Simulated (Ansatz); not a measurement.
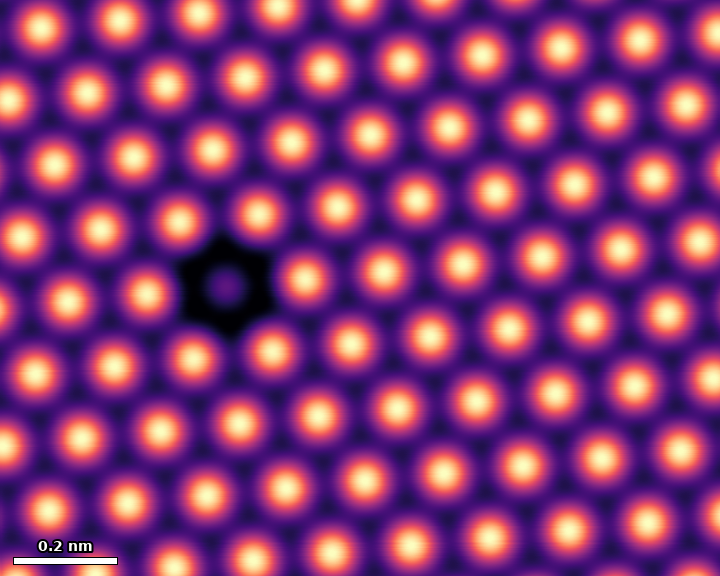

Dark-field STEM-like image of Ru (Fm-3m, No. 225) along [111]. Simulation: incoherent imaging, intensity Z^1.7 per atom, probe width 1.03 Å, thin sample. The probe carries 25 % of its weight in a tail 2.5 times as wide. A slight drift was added.

The sample is 2 repeats (13.1 Å) thick. One point defect was put into the perfect crystal, without relaxing the atoms around it. Brightness is counted from the darkest point of the image. Host structure: the input geometry of a calculation; the starting structure was generated, so it need not be a known form of this composition.

Question: Where is the defect (in Å from the left and the top edge), and what does its contrast suggest?

Answer: At about 4 Å from the left and 6 Å from the top. The column is dimmer, which points to a vacancy or a lighter atom. The column holds 2 atoms (Ru) through the sample, and one Ru atom is missing, so its peak drops to about 15 % of that of its equals.
